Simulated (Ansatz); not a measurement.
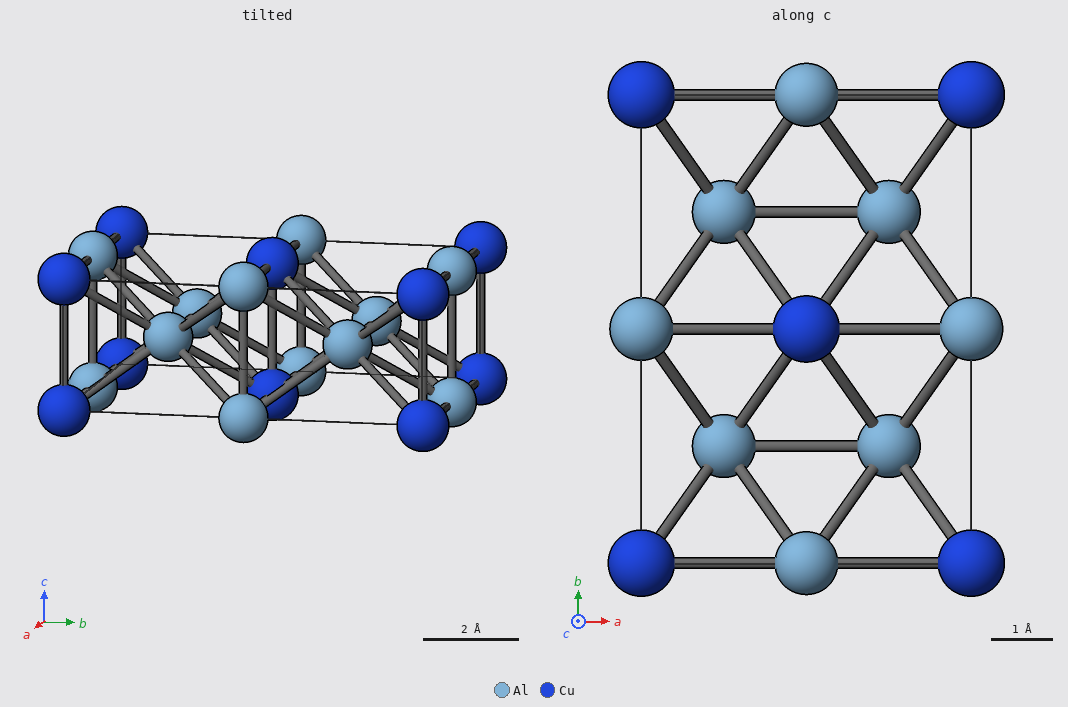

A ball-and-stick rendering, viewed slightly off an axis and along the c axis. Atoms at the boundary of the conventional unit cell (the box) are drawn once for each face, edge or corner they touch. Cell: a = 5.49 Å, b = 7.79 Å, c = 2.83 Å, α = 90.00°, β = 90.00°, γ = 90.00°.

The initial geometry was a structure type filled with these elements by a generator (whether the compound takes this form wasn't checked). Earlier steps of the study may have refined or changed the cell and positions. It went into a calculation with Ansatz.

Question: Describe the crystal.

Answer: The structure is one of Al3Cu. Space group: Cmmm (No. 65). Lattice: base-centred orthorhombic. Counting shared atoms by their share gives 6 Al, 2 Cu, or 8 atoms. The neighbours of Cu are ten Al and two Cu in a cuboctahedral arrangement (about 2.8 Å to Al, 2.8 Å to Cu). Al takes two kinds of site: 4f with eight Al and four Cu in a cuboctahedral arrangement (about 2.7 to 2.8 Å to Al, 2.8 Å to Cu); 2b with ten Al and two Cu in a cuboctahedral arrangement (about 2.8 Å to Al, 2.7 Å to Cu). The bonds build a three-dimensional framework.

Method used: Ansatz 0.2.0, DFT r2SCAN, scalar-relativistic, plane waves, PAW. It ran with a cutoff energy of 500 eV, k-points about 0.14 Å⁻¹ apart, Gaussian smearing of 0.1 eV, no spin polarisation.

Question: What is the electronic character?

Answer: A metal: bands cross the Fermi level.

Question: What net charge does each kind of atom have (Bader)?

Answer: Al +0.24 e; Cu -0.73 e.

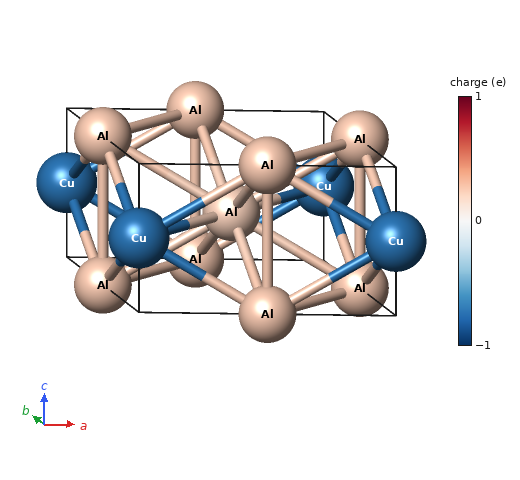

The atoms coloured by those charges. The run's cell of 4 atoms is drawn, so axes and origin can differ from the first picture.

Question: Has the structure come to rest?

Answer: No. All forces vanish to within 0.01 eV/Å. The pressure is -3.1 GPa, so the cell would contract.
